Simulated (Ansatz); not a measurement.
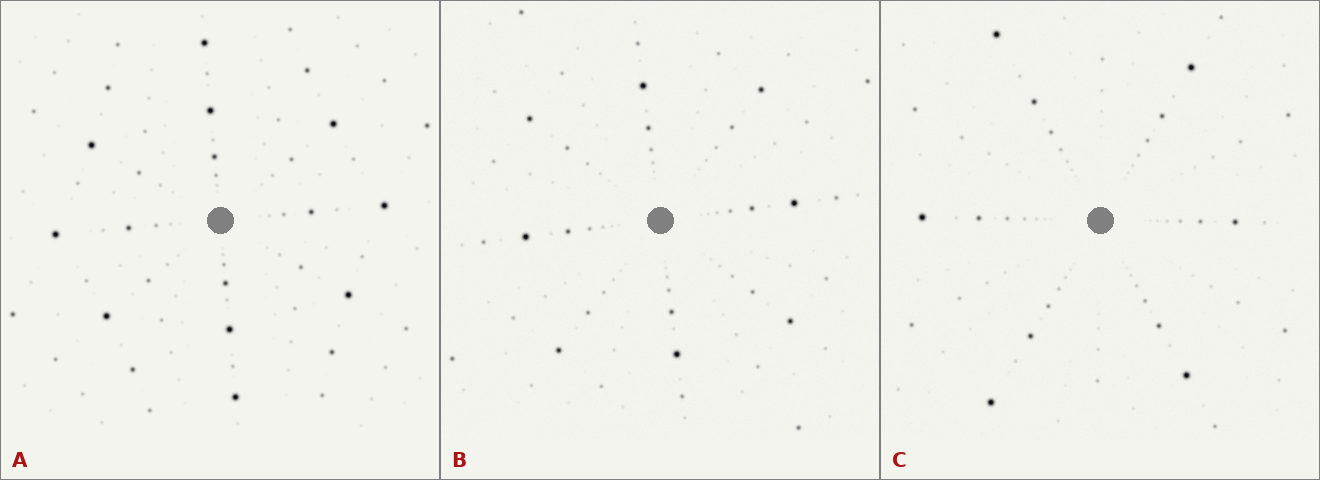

Simulated back-reflection Laue patterns (white X-rays, 0.45 to 2.2 Å, flat plate covering ±45° about the beam, kinematic intensities, seen from the source). Crystal: Al, space group Fm-3m (No. 225), a = 4.04 Å. Structure: coordinates from a relaxation with DFT PBE, scalar-relativistic, plane waves, PAW in Ansatz 0.2.0; the starting structure was generated, so it need not be a known form of this composition.

```cif
data_structure
_symmetry_space_group_name_H-M 'Fm-3m'
_symmetry_Int_Tables_number 225
_cell_length_a 4.0397
_cell_length_b 4.0397
_cell_length_c 4.0397
_cell_angle_alpha 90.000
_cell_angle_beta 90.000
_cell_angle_gamma 90.000
_cell_volume 65.93
loop_
_atom_site_label
_atom_site_type_symbol
_atom_site_symmetry_multiplicity
_atom_site_Wyckoff_symbol
_atom_site_fract_x
_atom_site_fract_y
_atom_site_fract_z
_atom_site_occupancy
Al1 Al 4 b 0.50000 0.00000 0.00000 1
```

Question: The directions [001], [110], [111] point towards the source, in some order. Which is which?

Answer: A: [110], symmetry 2mm (a twofold axis with two mirror lines). B: [001], symmetry 4mm (a fourfold axis with mirror lines). C: [111], symmetry 3m (a threefold axis with three mirror lines). The Laue class is m-3m.
